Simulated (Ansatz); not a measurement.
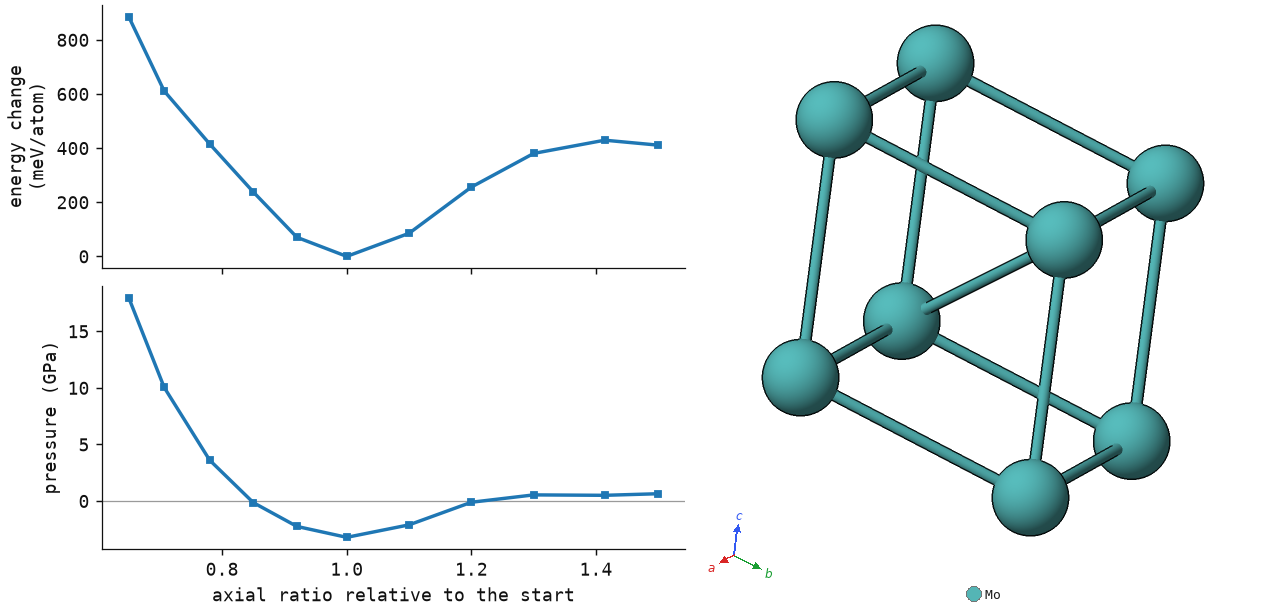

Plotted: energy change and pressure against relative axial ratio for Mo, space group Im-3m (No. 229). The cell is drawn beside the plot.

Starting cell:
```yaml
crystal:
  lattice:
    - [-1.57100, 1.57100, 1.57100]
    - [1.57100, -1.57100, 1.57100]
    - [1.57100, 1.57100, -1.57100]
  atoms:
    - { symbol: Mo, position: [0.00000, 0.00000, 0.00000] }
```

Computed with Ansatz 0.2.0: deformation of a crystal at fixed volume, lengths along the axis scaled against those across it, fractional coordinates fixed, by plane-wave density functional theory with PAW datasets, free energies less that of the undisturbed cell, pressure positive in compression; scalar-relativistic. Level: PBEsol, no spin polarisation.

- wave cutoff: 420 eV
- k mesh: 24×24×24
- occupations: Gaussian
- smearing width: 0.15 eV
- k shift: (0, 0, 0) (mesh steps)
- start: as given
- path: tetragonal
- axis direction: (0, 0, 1) (Cartesian unit vector)

At which relative axial ratio is the energy change least?

Answer. The lowest computed point is at relative axial ratio 1.000 (0 meV/atom); the curve passes over a maximum at 1.414 (429 meV/atom) and turns down again towards the edge of the range.

What does the pressure do across the range?

Answer. It goes from 18.0 GPa at relative axial ratio 0.650 to 0.6 GPa at 1.500, not monotonically, with a low of −3.2 GPa at 1.000, and changes sign near 0.85 and 1.22.

Limits of the calculation: reference crystal is not relaxed.
